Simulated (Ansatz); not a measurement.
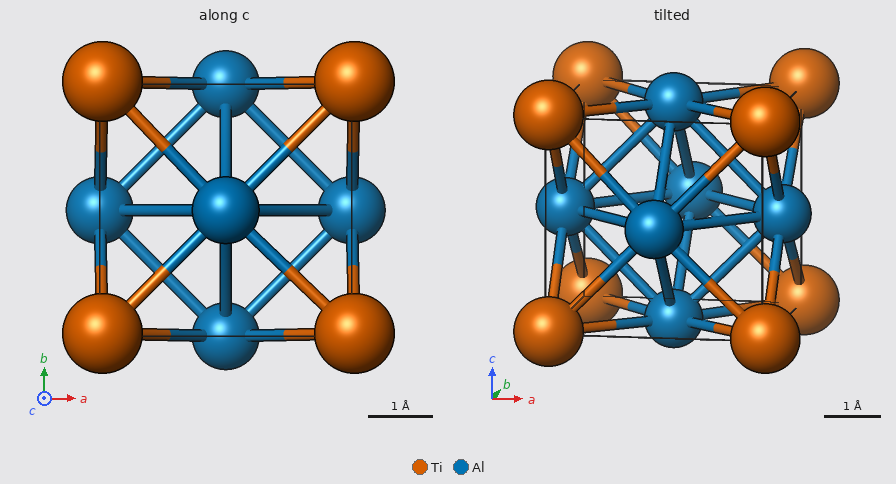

Drawn in the ball-and-stick manner and seen along the c axis and slightly off an axis. The wireframe shows the simulation cell.

This input was run:
```yaml
crystal:
  lattice:
    - [3.9483448106, 0.0, 0.0]
    - [0.0, 3.9483448106, 0.0]
    - [0.0, 0.0, 3.9483448106]
  atoms:
    - { symbol: Ti, position: [0.0109669424, 0.0109669424, 0.0109669424] }
    - { symbol: Al, position: [0.5, 0.5, 0.0] }
    - { symbol: Al, position: [0.5, 0.0, 0.5] }
    - { symbol: Al, position: [0.0, 0.5, 0.5] }
basis:
  ecutwfc: 420
kpoints:
  mp_grid: { grid: [12, 12, 12] }
hamiltonian:
  xc: pbesol
scf:
  occupations: { method: gaussian, width: 0.15 }
output:
  forces: true
  stress: true
  eigenvalues: true
```
Run as:
```sh
ansatz run input.yaml --threads 1 --pin off --max-ram 2560MiB --backend cpu --events-out ev --progress --plain --runs-dir out
```

Electronic-structure method: DFT PBEsol, scalar-relativistic, plane waves, PAW (Ansatz 0.2.0). Parameters: E_cut = 420 eV, a 12×12×12 sampling of the Brillouin zone, Gaussian smearing of 0.15 eV, no spin polarisation.

### Is the electronic structure metallic or gapped?

A metal: bands cross the Fermi level.

### What is the computed pressure?

The computed pressure is 0.2 GPa (compressed: it would expand).

The cell started as a structure listed in the Materials Project. The cell was then strained or its atoms displaced on purpose. It was run through Ansatz as a DFT input.
